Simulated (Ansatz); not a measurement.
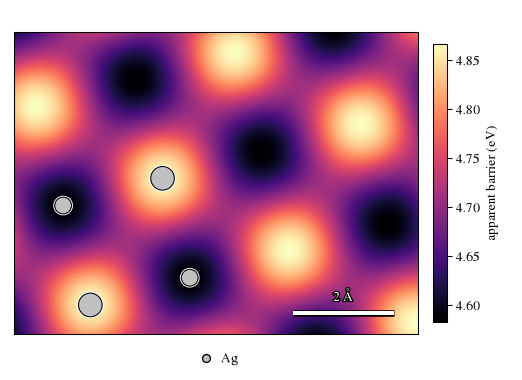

Map of the apparent barrier height, 0.952 eV Å² × (d ln I/dz)², 3.8 Å above Ag(100) (Fm-3m bulk, 6 atomic planes (those closer than 0.6 Å count as one), 10 Å) at +0.50 V; lighter colours are higher.

The STM signal is simulated in the Tersoff–Hamann approximation. Bias windows are sharp sums over the levels of the k mesh.

Method: Ansatz, DFT PBEsol, scalar-relativistic, plane waves, PAW. Cutoff 420 eV, 17 × 17 k-points, Gaussian smearing 0.1 eV, dipole correction. The slab is a cut without reconstruction beyond its cell, at the source's lattice constants, with its lower half held fixed and the rest relaxed. No spin polarisation. The run couldn't confirm all of its levels under its output density. The run warns that the functional's potential is rough in the thin density of the vacuum, where the tip is; weak contrasts and barriers may feel it.

> Where is the apparent barrier highest and lowest, and over what range?

It is highest, 4.9 eV, over the top Ag atoms, and lowest, 4.6 eV, over the sites above the Ag atoms 2.0 Å below the top plane. The vacuum level lies 4.38 eV above zero bias.
